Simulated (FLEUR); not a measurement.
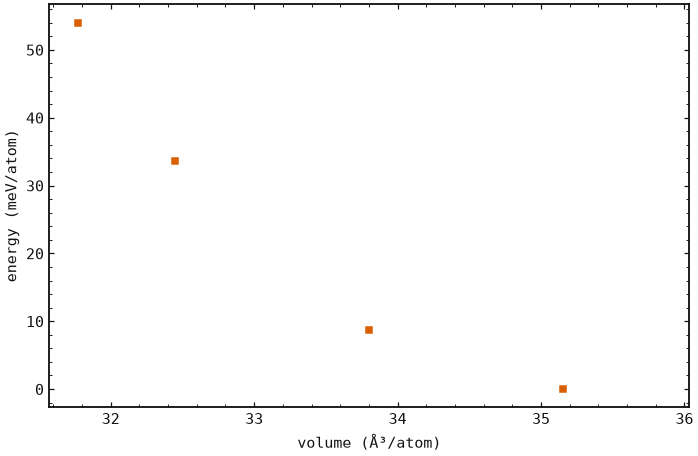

The plot gives the computed energy against volume for Sn, space group Fd-3m (No. 227).

Cell as given: a = 4.573 Å, b = 4.573 Å, c = 4.573 Å, α = 60.00°, β = 60.00°, γ = 60.00°; 2 atoms.

Computed with FLEUR MaX-R8.1 (later development tree): all-electron LAPW DFT, no spin polarisation; energies at scaled volumes of the given cell, shape and fractions fixed, counted from the fit's minimum, third-order Birch-Murnaghan fit. Level: SCAN.

k mesh 7×7×7; occupations Fermi–Dirac; smearing width 0.05 eV; potentials all electron; program settings basis FLAPW, kmax 4.12 1/bohr.

The point at volume 35.83 Å³/atom is left out of the plot. What does the calculation give there?

```json
{"volume (Å³/atom)": "35.83", "energy (meV/atom)": "0.88"}
```
